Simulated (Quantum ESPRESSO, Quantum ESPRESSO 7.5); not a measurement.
## 1T-MgI2, 1 layer: a series in the share of short-range exact exchange

Aim: how the results for 1T-MgI2, 1 layer change with the share of short-range exact exchange.

Main program and level: Quantum ESPRESSO 7.5; plane-wave DFT, PBE, SG15 norm-conserving pseudopotentials (geometry by pw.x at PBE, GBRV ultrasoft).

### 1. The structure

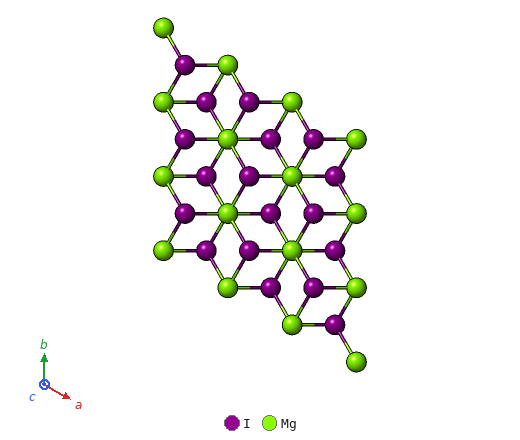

The starting structure, seen from above (iodine purple, magnesium green). 3×3×1 cells are drawn. Some periodic images of atoms are drawn too.

The cell holds 3 atoms: 2 I and 1 Mg. Cell: a = 4.200 Å, b = 4.200 Å, c = 17.592 Å, α = 90.0°, β = 90.0°, γ = 120.0°. It derives from MgI2. Vacuum lies along c.

Set-up: Cell and atoms are relaxed under PBE (GBRV files) and held. Screened hybrids with norm-conserving files, screening 0.106 per bohr, fixed occupations, a 9×9×1 mesh with exchange on 3×3×1 q points. Levels count from the potential in the middle of the vacuum.

Members 0.15, 0.2 and 0.25 took the same steps and show in the table alone.

### 2. Relaxing cell and ions of the reference

What the set-up leaves free in this member is relaxed.

Input file ref.relax.in:

```
&control
  prefix = 'ref.relax'
  outdir = './out'
  pseudo_dir = './pseudo'
  nstep = 80
  forc_conv_thr = 0.0004
  calculation = 'vc-relax'
  etot_conv_thr = 1e-06
/
&system
  ibrav = 0
  nat = 3
  ntyp = 2
  ecutwfc = 50
  ecutrho = 250
  occupations = 'smearing'
  smearing = 'fd'
  degauss = 0.004
/
&electrons
  conv_thr = 1e-09
  mixing_beta = 0.4
  electron_maxstep = 120
  mixing_mode = 'plain'
/
&ions
/
&cell
  cell_dofree = '2Dxy'
  press_conv_thr = 0.3
/
ATOMIC_SPECIES
  I   126.9045  i_pbe_v1.uspp.F.UPF
  Mg  24.3050  mg_pbe_v1.4.uspp.F.UPF
CELL_PARAMETERS angstrom
  4.20000000000000 0.00000000000000 0.00000000000000
  -2.10000000000000 3.63730669589464 0.00000000000000
  0.00000000000000 0.00000000000000 17.59210358589312
ATOMIC_POSITIONS crystal
  I   0.666666666700 0.333333333300 0.426327639749
  Mg  0.000000000000 0.000000000000 0.500000000000
  I   0.333333333300 0.666666666700 0.573672360251
K_POINTS automatic
  6 6 1 0 0 0
```

Run with:

```console
$ OMP_NUM_THREADS=1 mpirun -n 4 pw.x -nk 2 -in ref.relax.in > ref.relax.out
```

Log:

```text
Program PWSCF v.7.5 starts
[citation notice left out]

     Parallel version (MPI & OpenMP), running on       4 processor cores
     Number of MPI processes:                 4
     Threads/MPI process:                     1

     MPI processes distributed on     1 nodes
[...]
Current dimensions of program PWSCF are:
     Max number of different atomic species (ntypx) = 10
     Max number of k-points (npk) =  40000
     Max angular momentum in pseudopotentials (lmaxx) =  4
     Message from routine setup:
     using ibrav=0 with symmetry is DISCOURAGED, use correct ibrav instead

     K-points division:     npool     =       2
     R & G space division:  proc/nbgrp/npool/nimage =       2
     Subspace diagonalization in iterative solution of the eigenvalue problem:
     a serial algorithm will be used

     Parallelization info
     --------------------
     sticks:   dense  smooth     PW     G-vecs:    dense   smooth      PW
     Min         534     429    126                60384    43199    6762
     Max         535     430    127                60407    43200    6771
     Sum        1069     859    253               120791    86399   13533

     Using Slab Decomposition

     bravais-lattice index     =            0
     lattice parameter (alat)  =       7.9368  a.u.
     unit-cell volume          =    1813.6087 (a.u.)^3
     number of atoms/cell      =            3
     number of atomic types    =            2
     number of electrons       =        24.00
     number of Kohn-Sham states=           16
     kinetic-energy cutoff     =      50.0000  Ry
     charge density cutoff     =     250.0000  Ry
     scf convergence threshold =      1.0E-09
     mixing beta               =       0.4000
     number of iterations used =            8  plain     mixing
     energy convergence thresh.=      1.0E-06
     force convergence thresh. =      4.0E-04
     press convergence thresh. =      3.0E-01
     Exchange-correlation=  SLA  PW   PBX  PBC
                           (   1   4   3   4   0   0   0)
     nstep                     =           80

     celldm(1)=   7.936850  celldm(2)=   0.000000  celldm(3)=   0.000000
     celldm(4)=   0.000000  celldm(5)=   0.000000  celldm(6)=   0.000000

     crystal axes: (cart. coord. in units of alat)
               a(1) = (   1.000000   0.000000   0.000000 )
               a(2) = (  -0.500000   0.866025   0.000000 )
               a(3) = (   0.000000   0.000000   4.188596 )

     reciprocal axes: (cart. coord. in units 2 pi/alat)
               b(1) = (  1.000000  0.577350 -0.000000 )
               b(2) = (  0.000000  1.154701  0.000000 )
               b(3) = (  0.000000 -0.000000  0.238743 )

     PseudoPot. # 1 for I  read from file:
     ./pseudo/i_pbe_v1.uspp.F.UPF
     Pseudo is Ultrasoft + core correction, Zval =  7.0
     Generated by new atomic code, or converted to UPF format
     Using radial grid of  893 points,  6 beta functions with:
                l(1) =   0
                l(2) =   0
                l(3) =   1
                l(4) =   1
                l(5) =   2
                l(6) =   2
     Q(r) pseudized with  8 coefficients,  rinner =    1.500   1.500   1.500
                                                       1.500   1.500

     PseudoPot. # 2 for Mg read from file:
     ./pseudo/mg_pbe_v1.4.uspp.F.UPF
     Pseudo is Ultrasoft, Zval = 10.0
     Generated by new atomic code, or converted to UPF format
     Using radial grid of  821 points,  7 beta functions with:
                l(1) =   0
                l(2) =   0
                l(3) =   0
                l(4) =   1
                l(5) =   1
                l(6) =   2
                l(7) =   2
     Q(r) pseudized with  8 coefficients,  rinner =    1.200   1.200   1.200
                                                       1.200   1.200

     atomic species   valence    mass     pseudopotential
     I                 7.00   126.90450     I ( 1.00)
     Mg               10.00    24.30500     Mg( 1.00)

     12 Sym. Ops., with inversion, found

   Cartesian axes

     site n.     atom                  positions (alat units)
         1        I      tau(   1) = (   0.5000000   0.2886751   1.7857143  )
         2        Mg     tau(   2) = (   0.0000000   0.0000000   2.0942980  )
         3        I      tau(   3) = (  -0.0000000   0.5773503   2.4028818  )

     number of k points=     7  Fermi-Dirac smearing, width (Ry)=  0.0040
                       cart. coord. in units 2pi/alat
        k(    1) = (   0.0000000   0.0000000   0.0000000), wk =   0.0555556
        k(    2) = (   0.0000000   0.1924501   0.0000000), wk =   0.3333333
        k(    3) = (   0.0000000   0.3849002   0.0000000), wk =   0.3333333
        k(    4) = (   0.0000000  -0.5773503   0.0000000), wk =   0.1666667
        k(    5) = (   0.1666667   0.2886751   0.0000000), wk =   0.3333333
        k(    6) = (   0.1666667   0.4811252   0.0000000), wk =   0.6666667
        k(    7) = (   0.3333333   0.5773503   0.0000000), wk =   0.1111111

     Dense  grid:   120791 G-vectors     FFT dimensions: (  40,  40, 180)

     Smooth grid:    86399 G-vectors     FFT dimensions: (  36,  36, 150)

     Estimated max dynamical RAM per process >     156.21 MB

     Estimated total dynamical RAM >     595.37 MB

     Check: negative core charge=   -0.000002

     Initial potential from superposition of free atoms

     starting charge      23.6996, renormalised to      24.0000

     negative rho (up, down):  1.603E-04 0.000E+00
     Starting wfcs are   13 randomized atomic wfcs +    3 random wfcs

     total cpu time spent up to now is        0.8 secs

     per-process dynamical memory:    53.0 Mb

     Self-consistent Calculation

     iteration #  1     ecut=    50.00 Ry     beta= 0.40
     Davidson diagonalization with overlap
     ethr =  1.00E-02,  avg # of iterations =  5.9

     Threshold (ethr) on eigenvalues was too large:
     Diagonalizing with lowered threshold

     Davidson diagonalization with overlap
     ethr =  2.82E-04,  avg # of iterations =  4.0

     negative rho (up, down):  1.452E-04 0.000E+00

     total cpu time spent up to now is        2.4 secs

     total energy              =    -256.79630264 Ry
     estimated scf accuracy    <       0.06712966 Ry

     iteration #  2     ecut=    50.00 Ry     beta= 0.40
[...]
negative rho (up, down):  1.459E-04 0.000E+00

[...]
total energy              =    -256.79762779 Ry
     estimated scf accuracy    <       0.01030617 Ry

     iteration #  3     ecut=    50.00 Ry     beta= 0.40
[...]
negative rho (up, down):  1.588E-04 0.000E+00
          total   stress  (Ry/bohr**3)                   (kbar)     P=       17.45
   0.00009554  -0.00000000   0.00000000           14.05       -0.00        0.00
   0.00000000   0.00009554   0.00000000            0.00       14.05        0.00
  -0.00000000  -0.00000000   0.00016469           -0.00       -0.00       24.23

     Energy error            =      1.6E-02 Ry
     Gradient error          =      5.8E-02 Ry/Bohr
     Cell gradient error     =      1.4E+01 kbar

     number of scf cycles    =   3
     number of bfgs steps    =   2

     enthalpy           old  =    -256.8180436545 Ry
     enthalpy           new  =    -256.8339285208 Ry

     CASE: enthalpy          _new < enthalpy          _old

     new trust radius        =       0.1549571168 bohr
     new conv_thr            =       0.0000000010 Ry

     new unit-cell volume =   1873.97325 a.u.^3 (   277.69419 Ang^3 )
     density =      1.66305 g/cm^3

CELL_PARAMETERS (angstrom)
   4.269324746   0.000000000   0.000000000
  -2.134662373   3.697343687   0.000000000
   0.000000000   0.000000000  17.592103586

ATOMIC_POSITIONS (crystal)
I                0.6666666667        0.3333333333        0.4157340729
Mg               0.0000000000       -0.0000000000        0.5000000000
I                0.3333333333        0.6666666667        0.5842659271

[...]
NEW-OLD atomic charge density approx. for the potential
     New effective cutoffs (rho, wfc):  249.32   49.87

     Check: negative core charge=   -0.000002

     negative rho (up, down):  2.301E-04 0.000E+00

     total cpu time spent up to now is       27.5 secs

     per-process dynamical memory:    60.0 Mb

[...]
!    total energy              =    -256.84971989 Ry
[...]
Total force =     0.048502     Total SCF correction =     0.000063
[...]
number of bfgs steps    =   3
[...]
new trust radius        =       0.2112866265 bohr
[...]
!    total energy              =    -256.85876005 Ry
[...]
Total force =     0.011563     Total SCF correction =     0.000008
[...]
number of bfgs steps    =   4
[...]
new trust radius        =       0.0516494381 bohr
[...]
!    total energy              =    -256.85923496 Ry
[...]
Total force =     0.004069     Total SCF correction =     0.000019
[...]
number of bfgs steps    =   5
[...]
new trust radius        =       0.0188107673 bohr
[...]
!    total energy              =    -256.85935860 Ry
[...]
Total force =     0.001748     Total SCF correction =     0.000004
[...]
number of bfgs steps    =   6
[...]
new trust radius        =       0.0206918441 bohr
[...]
!    total energy              =    -256.85954851 Ry
[...]
Total force =     0.000396     Total SCF correction =     0.000002
[...]
number of bfgs steps    =   7
[...]
new trust radius        =       0.0310377661 bohr
[...]
!    total energy              =    -256.85987457 Ry
[...]
Total force =     0.002689     Total SCF correction =     0.000002
[...]
number of bfgs steps    =   8
[...]
new trust radius        =       0.0465566492 bohr
[...]
!    total energy              =    -256.86025190 Ry
[...]
Total force =     0.004250     Total SCF correction =     0.000002
[...]
number of bfgs steps    =   9
[...]
new trust radius        =       0.0698349738 bohr
[...]
!    total energy              =    -256.86063099 Ry
[...]
Total force =     0.004508     Total SCF correction =     0.000019
[...]
number of bfgs steps    =  10
[...]
new trust radius        =       0.0466330068 bohr
[...]
!    total energy              =    -256.86077842 Ry
[...]
Total force =     0.002532     Total SCF correction =     0.000020
[...]
number of bfgs steps    =  11
[...]
new trust radius        =       0.0115249023 bohr
[...]
!    total energy              =    -256.86080744 Ry
[...]
Total force =     0.000769     Total SCF correction =     0.000004
[...]
number of bfgs steps    =  12
[...]
new trust radius        =       0.0068281179 bohr
[...]
!    total energy              =    -256.86081139 Ry
[...]
Total force =     0.000011     Total SCF correction =     0.000002
[...]
number of bfgs steps    =  13
[...]
new trust radius        =       0.0007701527 bohr
[...]
!    total energy              =    -256.86081142 Ry
[...]
Total force =     0.000000     Total SCF correction =     0.000002
[...]
Self-consistent Calculation

     iteration #  1     ecut=    50.00 Ry     beta= 0.40
     Davidson diagonalization with overlap
     c_bands:  1 eigenvalues not converged
     c_bands:  2 eigenvalues not converged
     c_bands:  1 eigenvalues not converged
     ethr =  1.00E-06,  avg # of iterations = 19.0

     negative rho (up, down):  1.245E-04 0.000E+00

     total cpu time spent up to now is      127.0 secs

     total energy              =    -256.85889548 Ry
     estimated scf accuracy    <       0.07408622 Ry

[...]
iteration # 11     ecut=    50.00 Ry     beta= 0.40
[...]
negative rho (up, down):  1.275E-04 0.000E+00

[...]
End of self-consistent calculation

          k = 0.0000 0.0000 0.0000 ( 10833 PWs)   bands (ev):

   -78.0066 -44.7683 -44.7681 -44.7681 -14.5635 -14.0574  -5.6824  -3.3982
    -3.0963  -3.0963  -2.8273  -2.8273   1.1532   2.0759   3.0201   3.2593

          k =-0.0000 0.1922 0.0000 ( 10845 PWs)   bands (ev):

   -78.0066 -44.7683 -44.7682 -44.7681 -14.4383 -13.9849  -5.5865  -4.0788
    -3.5521  -3.3750  -3.2714  -2.9002   1.7881   2.6421   3.2321   3.3468

          k =-0.0000 0.3845 0.0000 ( 10836 PWs)   bands (ev):

   -78.0066 -44.7687 -44.7682 -44.7682 -14.1466 -13.8487  -5.7706  -5.1812
    -4.2116  -3.7783  -3.3191  -3.1217   1.2430   2.6948   3.2545   4.1058

          k = 0.0000-0.5767 0.0000 ( 10848 PWs)   bands (ev):

   -78.0066 -44.7689 -44.7682 -44.7681 -13.9517 -13.8101  -6.1747  -5.5435
    -4.0888  -3.9451  -3.4517  -3.2359   0.8226   2.6737   2.9548   3.8455

          k = 0.1665 0.2884 0.0000 ( 10829 PWs)   bands (ev):

   -78.0066 -44.7685 -44.7682 -44.7682 -14.2282 -13.8792  -5.5898  -4.7784
    -4.3874  -3.5612  -3.4832  -3.1775   1.9075   3.2168   3.2859   3.8754

          k = 0.1665 0.4806 0.0000 ( 10874 PWs)   bands (ev):

   -78.0066 -44.7688 -44.7684 -44.7681 -13.9648 -13.7994  -5.9482  -5.3333
    -4.5375  -4.1247  -3.6173  -3.3082   1.4587   3.2944   3.6669   3.9024

[...]
the Fermi energy is    -0.9252 ev

!    total energy              =    -256.86081450 Ry
     estimated scf accuracy    <          1.8E-12 Ry
     smearing contrib. (-TS)   =      -0.00000000 Ry
     internal energy E=F+TS    =    -256.86081450 Ry

     The total energy is F=E-TS. E is the sum of the following terms:
     one-electron contribution =    -496.65702416 Ry
     hartree contribution      =     246.93362680 Ry
     xc contribution           =    -
[key lines of the parts left out:]
convergence has been achieved in   5 iterations
```

Wall time 2.3 min (4 MPI ranks of Arm Neoverse V2, shared host); peak memory 0.73 GiB.

The steps of the relaxation:

```csv
step,energy less that of the first step (eV),largest force (eV/Å),volume (Å³)
1,0.0000,2.4146,268.75
2,-0.2571,1.9466,271.38
3,-0.4732,1.4842,274.04
4,-0.6880,0.8818,277.69
5,-0.8110,0.2102,282.14
6,-0.8175,0.0740,282.76
7,-0.8192,0.0318,282.52
8,-0.8218,0.0072,281.66
9,-0.8262,0.0489,279.65
10,-0.8313,0.0773,276.67
11,-0.8365,0.0820,272.21
12,-0.8385,0.0460,269.26
13,-0.8389,0.0140,269.00
14,-0.8389,0.0002,269.27
15,-0.8389,0.0000,269.32
16,-0.8390,0.0000,269.32
```

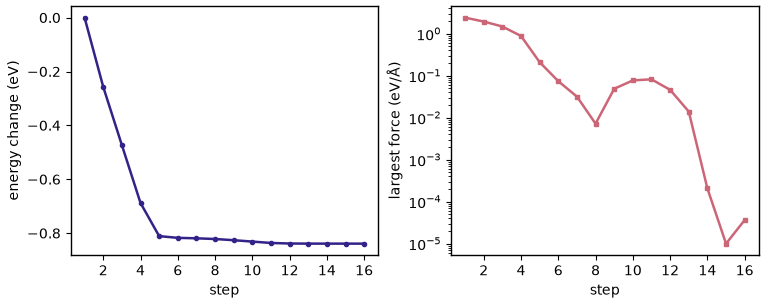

Energy and largest force along the relaxation.

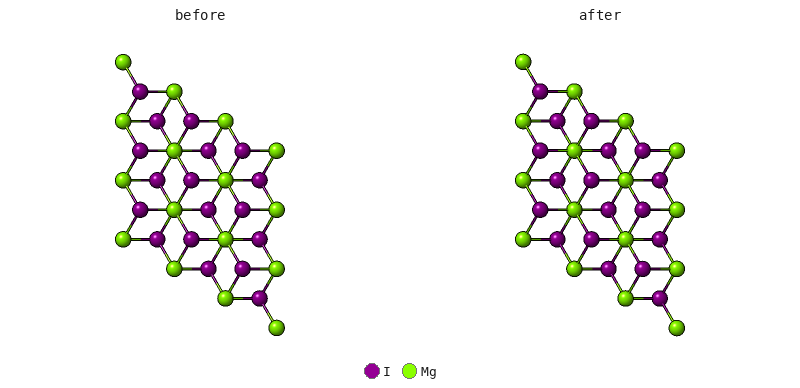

The structure before and after the relaxation, drawn at the same scale.

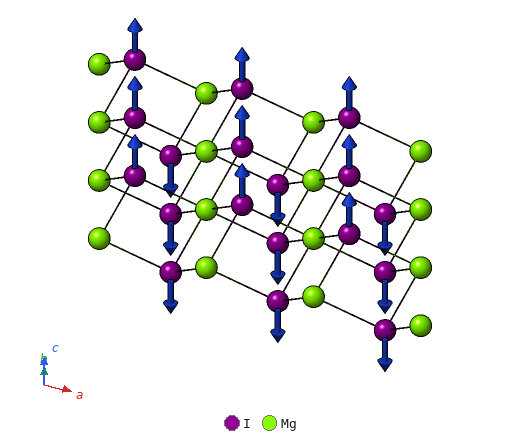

Displacements in the relaxation, exaggerated, measured against the changing cell; the longest in the cell stands for 0.38 Å. 3×3×1 cells are drawn. Some periodic images of atoms are drawn too.

```csv
cell as run,before,after,change
a (Å),4.200,4.204,+0.1 %
b (Å),4.200,4.204,+0.1 %
```

The atoms that moved most (Å, along periodic axes as changes of fractional coordinates times the final cell, across vacuum about the mean position):

```csv
atom,dx,dy,dz,length
I1,0.000,0.000,-0.378,0.378
I3,0.000,0.000,0.378,0.378
```

The relaxed structure:

```cif
data_structure
_symmetry_space_group_name_H-M 'P 1'
_symmetry_Int_Tables_number 1
_cell_length_a 4.2045
_cell_length_b 4.2045
_cell_length_c 17.5921
_cell_angle_alpha 90.000
_cell_angle_beta 90.000
_cell_angle_gamma 120.000
_cell_volume 269.32
loop_
_atom_site_label
_atom_site_type_symbol
_atom_site_fract_x
_atom_site_fract_y
_atom_site_fract_z
_atom_site_occupancy
I1 I 0.66667 0.33333 0.40485 1
Mg2 Mg 0.00000 0.00000 0.50000 1
I3 I 0.33333 0.66667 0.59515 1
```

 The last row is no step: it is a fresh SCF in the final cell with a new plane-wave basis, -0 meV from the row before.

This step gave:

| Item | Value |
| --- | --- |
| free energy | -3494.7694 eV |
| Fermi energy | -0.9252 eV |

(Part 1 of 2 ends here.)

[Logs are printed without paths, hosts, clocks, repeated set-up lines and the standing remarks that a program may print on its own settings, such as how far it seeks lower states.]

[Hosts, paths, dates, database ids (printed as entryN), source tags and the programs' standing remarks are cut or masked in the printed files.]

[Maps of the electrostatic potential energy from Ansatz leave out the sawtooth potential of an applied field or a dipole correction, so their vacuum need not be flat; planar profiles and work functions include it.]
